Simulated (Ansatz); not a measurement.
## From PBE to G0W0: Zn3SbN3 (Cm)

How far does one-shot GW move the PBE gap of Zn3SbN3 (Cm)?

Main program and level: Ansatz 0.2.0; PBE, then G0W0 on it, plane waves, PAW.

## (1) Set-up

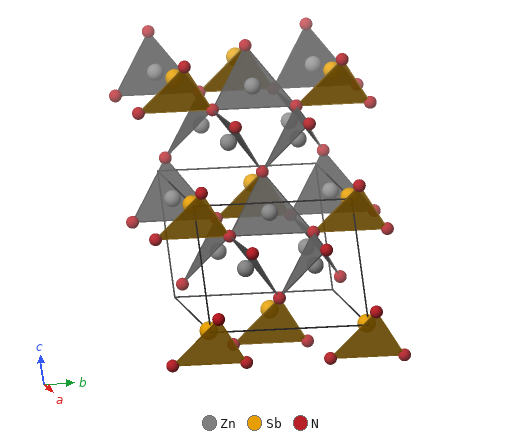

Start, viewed slightly off an axis; zinc grey, antimony orange, nitrogen red. 1×1×2 cells are drawn. This picture shows the conventional cell, with its axes. Some periodic images of atoms are drawn too.

Coordinates:

```cif
data_structure
_symmetry_space_group_name_H-M 'Cm'
_symmetry_Int_Tables_number 8
_cell_length_a 6.7878
_cell_length_b 6.5665
_cell_length_c 5.5766
_cell_angle_alpha 90.000
_cell_angle_beta 125.213
_cell_angle_gamma 90.000
_cell_volume 203.08
loop_
_atom_site_label
_atom_site_type_symbol
_atom_site_symmetry_multiplicity
_atom_site_Wyckoff_symbol
_atom_site_fract_x
_atom_site_fract_y
_atom_site_fract_z
_atom_site_occupancy
Zn1 Zn 2 a 0.85734 0.50000 0.88192 1
Zn2 Zn 4 b 0.96456 0.27942 0.48017 1
Sb1 Sb 2 a 0.43949 0.50000 0.99759 1
N1 N 4 b 0.82345 0.76551 0.70012 1
N2 N 2 a 0.80128 0.50000 0.18781 1
```

The cell and positions are those that the Materials Project relaxed with its own functionals (PBE, PBE+U or r2SCAN), kept fixed. At the settings of the band run the largest force is still 0.32 eV/Å. Spin-orbit coupling is left out unless a step names it.

## (2) The PBE band structure

Levels along a band path and on the mesh show where this functional puts the band edges.

This step: DFT, PBE, plane waves, PAW; PAW set soft_1.

File input.yaml:

```yaml
crystal:
  lattice:
    - [3.3938895471, -3.283248115, 0.0]
    - [3.3938895471, 3.283248115, 0.0]
    - [-3.2155964401, 0.0, 4.5561292986]
  atoms:
    - { symbol: Zn, position: [0.64265811, 0.64265811, 0.11808447] }
    - { symbol: Zn, position: [0.75601403, 0.31486041, 0.51982585] }
    - { symbol: Zn, position: [0.31486041, 0.75601403, 0.51982585] }
    - { symbol: Sb, position: [0.06050886, 0.06050886, 0.00241463] }
    - { symbol: "N", position: [0.41103526, 0.94206134, 0.29988336] }
    - { symbol: "N", position: [0.94206134, 0.41103526, 0.29988336] }
    - { symbol: "N", position: [0.698722, 0.698722, 0.81219049] }
kpoints:
  mp_grid: { grid: [6, 6, 6] }
  band_path:
    path:
      - [[0.0, 0.0, 0.0], [0.0, 0.0, -0.5], [-0.35449978, 0.35449978, -0.5]]
      - [[0.35449978, 0.64550022, -0.5], [0.5, 0.5, -0.5], [0.0, 0.0, 0.0], [-0.5, 0.5, 0.0]]
      - [[0.0, 0.5, -0.5], [0.0, 0.0, 0.0], [0.0, 0.5, 0.0]]
    npoints: 10
hamiltonian:
  xc: pbe
  pseudopotentials: { kind: paw, azcp: { folder: soft_1 } }
scf:
  occupations: { method: fermi_dirac, width: 0.02 }
  n_extra_bands: 6
output:
  eigenvalues: true
  forces: true
  stress: true
  write_density: true
  write_potential: true
  elf: true
  volumetric_format: npy
```

On the command line:

```bash
$ ansatz run input.yaml --threads 2 --pin off --max-ram 92160MiB --backend cuda --events-out ev --progress --plain --runs-dir out --devices 1 --max-vram 13GiB
```

Numbers of over 12 decimals in the logs are rounded to 6 here.

The program printed:

```text
scf.n_extra_bands = 6 over 33 filled bands (N_el = 66.0): the run solves 39 bands
GPUs: using 1 of 1 available (devices: 1).
Engine: ansatz 0.2.0, x86_64-unknown-linux-gnu
Pseudopotentials: kind: paw
Pseudopotential: Zn, paw, valence charge 12, recommended cutoff 420 eV (normal), soft_1/Zn.paw.azcp
Pseudopotential: Sb, paw, valence charge 15, recommended cutoff 420 eV (normal), soft_1/Sb.paw.azcp
Pseudopotential: N, paw, valence charge 5, recommended cutoff 420 eV (normal), soft_1/N.paw.azcp
Functional definition: PBE
  parameter kappa = 0.804
  parameter beta = 0.066725
  exchange = pbe_x(kappa = kappa, mu = beta*pi^2/3)
  correlation = pbe_c(beta = beta)
device memory: the entry about to start is reckoned to put 3.1 GiB on a device that reports 42.9 GiB free (of which the cap on the GPU budget leaves the run 13.0 GiB)
GPU FFT provider: cuFFT
GPU libraries: cuBLAS 13.8.2, cuFFT 12.4.0, cuSOLVER 12.3.4
Crystal: 7 atoms, lattice volume = 101.538 Å³
Basis set: ecut = 420 eV, 1987 PW (Γ), exchange–correlation on 64×64×80 points (8 copies of the dense FFT grid, shifted against one another)
Bands: 39, of which v1, the nominal top of the filled ones, is band 33 counted from 1 (32 counted from 0)
Symmetry: 2 space group operations
Space group: Cm (ITA 8), of the structure as read, at distance tolerance 4.7e-5 Å
k-points: 68 of 216 (time reversal used)
Non-local potential: Zn, projectors of the file, l = 0: 2, l = 1: 2, l = 2: 3, l = 3: 1
Non-local potential: Sb, projectors of the file, l = 0: 2, l = 1: 2, l = 2: 2, l = 3: 1
Non-local potential: N, projectors of the file, l = 0: 2, l = 1: 2, l = 2: 1
PAW form: soft (Blöchl's): semilocal exchange-correlation on the pseudo side does not see the compensation charge
PAW one-centre angular grid: Zn, 590 points (default); XC on 64 Gauss nodes
PAW one-centre angular grid: Sb, 590 points (default); XC on 64 Gauss nodes
PAW one-centre angular grid: N, 110 points (default); XC on 64 Gauss nodes
Initial density: superposition of atomic densities (chi_scale 0.1, normalization cell, long waves kept (reshape's long-wave potential 0.03 eV rms))
Initial wavefunctions: pseudopotential atomic-orbital guess
GPU buffer pool allocated for 40960 grid points (all kernels)
GPU transforms: local potential and band sums: pruned to the plane-wave sphere, on 32×32×40
Functional: x = pbe(κ = 0.804, μ = 0.219515), c = pbe(β = 0.066725)
SCF iter   1: F=—  HF=-17594.624428 eV  |F-HF|=—  |Δ(HF+E_count)|=         —  Δρ=7.69e-2  dr2=7.42e0  ethr=3.10e-3  ⟨swp⟩=7.0  Hψ=12060  notcnv=0
preconditioner: auto → Resta (q_TF=auto, 2.539 Å⁻¹)  ε∞=5.5  [insulator: Δε(μ)=2.083 eV  Ē_g=14.129 eV  σ=0.020 eV  W_gap=1.00  n_scr=30 (ndim 8)  ℏωp=29.9 eV  f_vac=0.006  D(μ)=0.00/eV (n_scr^D=0)  ε∞_Penn≈5.5]
SCF iter   2: F=—  HF=-17592.880944 eV  |F-HF|=—  |Δ(HF+E_count)|=    1.74e0  Δρ=2.90e-2  dr2=5.37e-1  ethr=3.10e-3  ⟨swp⟩=3.0  Hψ=5671  notcnv=0  defer=136
SCF iter   3: F=—  HF=-17592.782515 eV  |F-HF|=—  |Δ(HF+E_count)|=   9.84e-2  Δρ=1.59e-2  dr2=1.86e-1  ethr=8.13e-4  ⟨swp⟩=3.0  Hψ=4690  notcnv=0  defer=136
SCF iter   4: F=—  HF=-17592.775563 eV  |F-HF|=—  |Δ(HF+E_count)|=   6.95e-3  Δρ=7.98e-3  dr2=3.14e-2  ethr=2.81e-4  ⟨swp⟩=2.9  Hψ=4501  notcnv=0  defer=136
SCF iter   5: F=—  HF=-17592.767536 eV  |F-HF|=—  |Δ(HF+E_count)|=   8.03e-3  Δρ=1.63e-3  dr2=2.45e-3  ethr=4.76e-5  ⟨swp⟩=3.0  Hψ=5188  notcnv=0  defer=114
SCF iter   6: F=—  HF=-17592.768836 eV  |F-HF|=—  |Δ(HF+E_count)|=   1.30e-3  Δρ=3.27e-4  dr2=1.27e-4  ethr=3.71e-6  ⟨swp⟩=2.0  Hψ=4690  notcnv=0  defer=114
SCF iter   7: F=—  HF=-17592.768889 eV  |F-HF|=—  |Δ(HF+E_count)|=   5.36e-5  Δρ=1.48e-4  dr2=2.86e-5  ethr=1.93e-7  ⟨swp⟩=2.0  Hψ=4770  notcnv=0  defer=114
SCF iter   8: F=—  HF=-17592.769137 eV  |F-HF|=—  |Δ(HF+E_count)|=   2.48e-4  Δρ=5.36e-5  dr2=2.37e-6  ethr=4.34e-8  ⟨swp⟩=2.0  Hψ=4797  notcnv=0  defer=114
SCF iter   9: F=—  HF=-17592.769138 eV  |F-HF|=—  |Δ(HF+E_count)|=   8.26e-7  Δρ=3.86e-5  dr2=9.21e-7  ethr=3.59e-9  ⟨swp⟩=2.0  Hψ=4782  notcnv=0  defer=114
SCF iter  10: F=—  HF=-17592.769138 eV  |F-HF|=—  |Δ(HF+E_count)|=   3.77e-8  Δρ=1.71e-5  dr2=2.33e-7  ethr=1.40e-9  ⟨swp⟩=2.0  Hψ=4223  notcnv=0  defer=114
SCF iter  11: F=-17592.769138 eV  HF=-17592.769138 eV  |F-HF|=1.08e-8  |Δ(HF+E_count)|=   3.44e-8  Δρ=3.85e-6  dr2=2.30e-8  ethr=1.52e-10  ⟨swp⟩=17.2  Hψ=27193  notcnv=0
SCF 1 converged in 11 iterations: F = -17592.769138 eV  dr2 = 2.30e-8
  greatest PAW one-centre occupation: 0.996 electrons in one spin orbital (limit 2), on the Sb atom at site 3 (counted from 0), in its partial waves of l = 2
device memory: the entry about to start is reckoned to put 1.3 GiB on a device that reports 37.5 GiB free (of which the cap on the GPU budget leaves the run 13.0 GiB)
NSCF: frozen V_eff on 73 k-points
SCF converged after 11 iterations
Free energy (F): -17592.769138 eV
Harris-Foulkes:  -17592.769138 eV  (|F-HF|=1.08e-8)
Internal energy: -17592.769138 eV  (E = F + TS)
E sigma→0 (E₀):  -17592.769138 eV
Fermi energy:    9.239373 eV
--- Per-component energies (eV) ---
  E_band       = -45.615375
  E_kinetic    = 987.509849
  E_local      = -8043.357145  (includes V_loc(G=0)·N_el)
  E_nonlocal   = 2958.263246
  E_hartree    = 3098.804669
  E_xc         = -510.365879
  E_vxc        = -467.214199  (∫ρ·V_xc dr)
  E_paw        = -10621.597132  (= ΣΔE_a)
  E_vpaw       = -1678.427090  (= ΣTr[D̂ρ^β])
  E_aug_tail   = 0.002015  (compensation charges beyond the density's cutoff)
  E_ewald      = -5462.028759
  E_smearing   = -0.000000  (= −TS)
  E_closure    = 0.000000  (closes the sum)
  Σ components = -17592.769138   (vs F -17592.769138, Δ=0.00e0)
--- Forces (eV/Å), atoms counted from 1 ---
  atom   1  Zn    -0.07015483     0.00000000    -0.02173976
  atom   2  Zn    -0.00071996    -0.08685655     0.03846664
  atom   3  Zn    -0.00071996     0.08685655     0.03846664
  atom   4  Sb     0.26028314     0.00000000    -0.18769966
  atom   5  N     -0.03383366    -0.06218280     0.08182590
  atom   6  N     -0.03383366     0.06218280     0.08182590
  atom   7  N     -0.12097026     0.00000000    -0.03116226
  max |Σ_I F_I| component: 5.08e-5 eV/Å
--- Stress (GPa, compression-positive) ---
        3.643174       0.000000       0.009738
        0.000000       3.456785       0.000000
        0.009738       0.000000       3.456323
  P = ⅓ Tr σ = 3.5188 GPa (35.188 kbar)
--- Band table (eV; the first three rows and the last of 68) ---
  k-point 0: bands = [... 29 lower, 5.9502, 7.2888, 7.6404, 7.9770, 10.8624, 11.8000, 12.5907, 12.9970, ... 2 higher]
  k-point 1: bands = [... 29 lower, 6.2224, 7.3585, 7.6395, 8.1707, 10.2846, 12.1852, 12.2636, 12.9919, ... 2 higher]
  k-point 2: bands = [... 29 lower, 6.7059, 7.2932, 7.5506, 8.4261, 9.9590, 11.5733, 12.0199, 13.2719, ... 2 higher]
  k-point 67: bands = [... 29 lower, 7.2658, 7.4229, 7.9655, 8.4078, 11.7636, 12.5637, 13.1681, 13.3224, ... 2 higher]
```

The job ended after 7.9 s (1 × NVIDIA H100 80GB HBM3 (shared by 6 runs) with 2 threads of AMD EPYC 7R13 (Zen 3), shared host; peak memory 1 GiB; 8 s of CPU time).

This step gave:

```yaml
pressure: 3.519 GPa
filled_bands: 33
gap: 1.373 eV
valence_top_at: k = (-0.250, 0.250, 0.000)
conduction_bottom_at: k = (0.000, 0.000, -0.300)
least_direct_gap: 1.513 eV
```

Over mesh and path the gap is 1.373 eV, from k = (-0.250, 0.250, 0.000) to k = (0.000, 0.000, -0.300). The least direct gap found is 1.513 eV, at k = (0.000, 0.000, -0.300). On the 6×6×6 mesh alone the same run gives 1.461 eV, so that mesh misses an edge of PBE: 1.461 − 1.373 = +0.088 eV.

The electronic bands at the labelled points (eV, zero at the top of the highest nominally filled band):

| point | band 30 | band 31 | band 32 | band 33 | band 34 | band 35 | band 36 | band 37 |
| --- | --- | --- | --- | --- | --- | --- | --- | --- |
| Γ | -2.61 | -1.27 | -0.92 | -0.58 | 2.30 | 3.24 | 4.03 | 4.44 |
| A | -1.56 | -1.37 | -1.17 | -0.27 | 1.82 | 2.66 | 2.92 | 4.90 |
| I2 | -1.62 | -1.04 | -0.72 | -0.34 | 2.97 | 3.49 | 4.24 | 5.00 |
| jump to I | -1.62 | -1.04 | -0.72 | -0.34 | 2.97 | 3.49 | 4.24 | 5.00 |
| M2 | -1.29 | -1.14 | -0.59 | -0.15 | 3.20 | 4.00 | 4.61 | 4.76 |
| Γ | -2.61 | -1.27 | -0.92 | -0.58 | 2.30 | 3.24 | 4.03 | 4.44 |
| Y | -1.52 | -0.91 | -0.88 | -0.68 | 2.92 | 3.22 | 4.24 | 4.84 |
| jump to L2 | -1.75 | -1.40 | -0.73 | -0.69 | 2.48 | 3.27 | 3.88 | 5.14 |
| Γ | -2.61 | -1.27 | -0.92 | -0.58 | 2.30 | 3.24 | 4.03 | 4.44 |
| V2 | -2.16 | -1.36 | -1.29 | -0.06 | 2.09 | 3.24 | 3.69 | 5.66 |

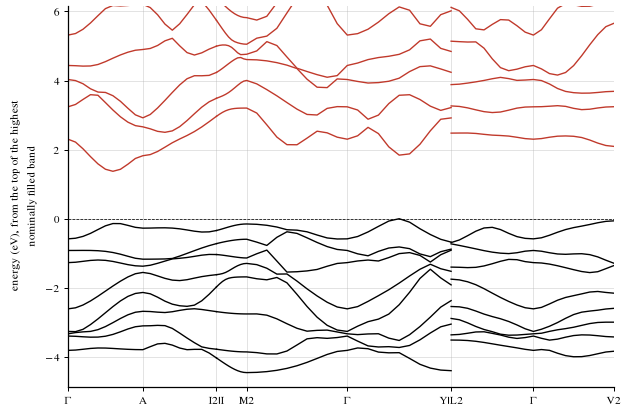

Electronic bands along the path; lines of filled and empty bands in two colours.

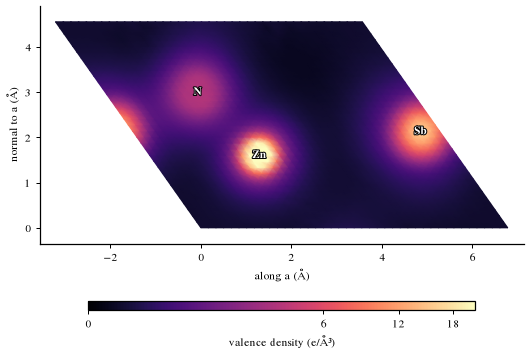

Valence density in the ac plane of the conventional cell at fractional y = 0.000, with atoms of Zn and Sb and N within 0.2 Å of it. It is the smooth field of the valence electrons, not physical close to the nuclei. The map starts off the cell's origin, so that atoms lie inside it. The colour scale is stretched toward low values.

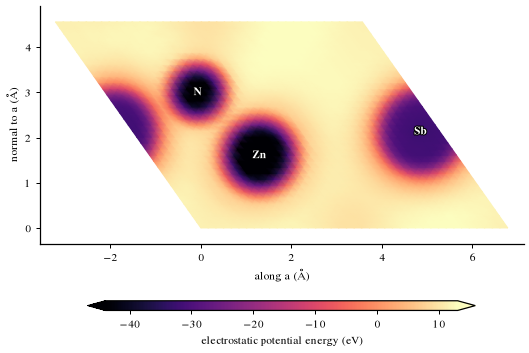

Electrostatic potential energy in the ac plane of the conventional cell at fractional y = 0.000, with atoms of Zn and Sb and N within 0.2 Å of it. With pseudopotentials it is smooth inside the atoms' cores, unlike the true potential. The map starts off the cell's origin, so that atoms lie inside it.

(Part 1 of 3 ends here.)

[Paths, hosts, dates, memory and timing lines, banners, echoed tables and standing remarks are left out of the program output.]

[Logs are printed without paths, hosts, clocks, repeated set-up lines and the standing remarks that a program may print on its own settings, such as how far it seeks lower states.]

[Runs of the session that timed out or met a known fault of the program may be left out.]

[Cells called generated may have been cut or substituted from an entry of the Crystallography Open Database or the Materials Project.]

[Hosts, paths, dates, database ids (printed as entryN), source tags and the programs' standing remarks are cut or masked in the printed files.]

[Where an RPA ε∞ is given, it is that of the G0W0 mesh and is not shown converged in it. Names of k-points follow the symmetry that the program found, which can be lower than the space group named. Band edges on a path are those of the sampled points; other points can move an edge, and change direct to indirect where valleys lie close.]

[Hybrid gaps are those of their k-mesh and are not shown converged in it.]
